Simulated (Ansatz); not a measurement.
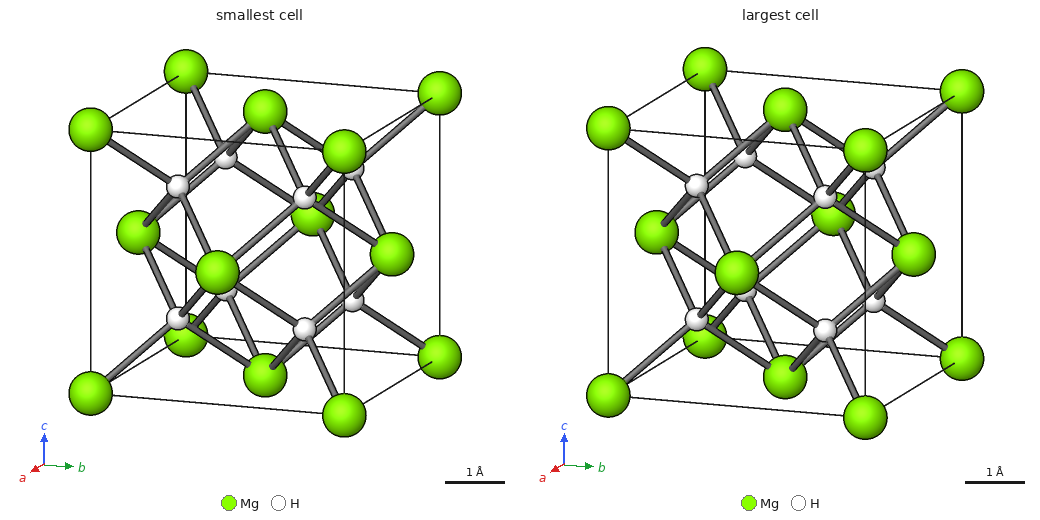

MgH₂, fluorite (CaF₂ type), space group Fm-3m (No. 225), relaxed (cell and atoms, zero pressure) with four choices of dispersion term on top of PBEsol; the smallest and the largest of the relaxed conventional cells are drawn to one scale (sticks follow a distance rule). The start was a structure listed in the Materials Project. Other forms of this composition are known.

Alike in all runs: Ansatz 0.2.0; functional PBEsol; potentials Ansatz PAW; cutoff 420 eV; k mesh 10 × 10 × 10 on the run's cell of 3 atoms; occupations fermi-dirac, width 0.05 eV; no spin polarisation; no spin-orbit coupling. All runs are metallic.

| level | volume (Å³/atom) | a (Å) |
| --- | --- | --- |
| D3(BJ)-ATM | 8.53 | 4.678 |
| D4 | 8.66 | 4.702 |
| D3(BJ) | 8.47 | 4.666 |
| none | ? | ? |

Question: Fill in the row of none.

Answer: Volume 8.81 Å³/atom; a 4.728 Å. That is the largest volume of all.

Question: Order the levels by the relaxed volume, smallest first.

Answer: D3(BJ) (8.47 Å³/atom), D3(BJ)-ATM (8.53 Å³/atom), D4 (8.66 Å³/atom), none (8.81 Å³/atom). Rows within a few tenths of a per cent can't be told apart.

Caveat: the plane-wave basis is chosen anew once the cell has moved, so the energies of steps on either side of that aren't comparable; pairwise dispersion terms can overbind metals strongly.
